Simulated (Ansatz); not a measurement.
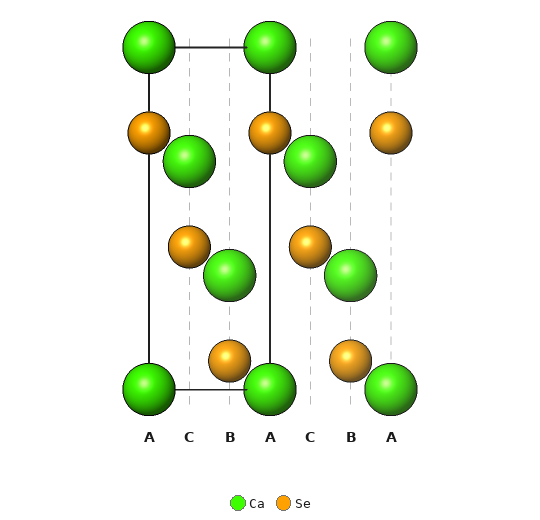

The picture looks along a close-packed row of the hexagonal mesh; [111] points upwards. The dashed lines mark the three columns A (0, 0), B (1/3, 2/3) and C (2/3, 1/3). The box is the hexagonal cell of the face-centred cubic lattice. The sequence starts with the first layer at or above the cell's origin.

System CaSe (space group F-43m, No. 216); source of the atomic positions: the end point of a relaxation with Ansatz, DFT PBEsol, scalar-relativistic, plane waves, PAW.

Read off the stacking sequence over one period.

Ca(A) – Se(B) – Ca(B) – Se(C) – Ca(C) – Se(A) (six layers in 11.26 Å).

How are the Se layers alone stacked?

Se layers alone: BCA, the cubic close-packed type.

Which positions between or in the Se layers do the other atoms fill?

Ca: three tetrahedral sites in each hexagonal cell.

What short polytype symbol fits?

Polytype symbol 3C, the symbol of a tetrahedral polytype (number of double layers in the repeat and lattice).

Heights of the layers:

```csv
layer,atoms (column),height (Å),to next (Å)
1,Ca(A),0.00,0.94
2,Se(B),0.94,2.82
3,Ca(B),3.75,0.94
4,Se(C),4.69,2.82
5,Ca(C),7.51,0.94
6,Se(A),8.45,2.82
```
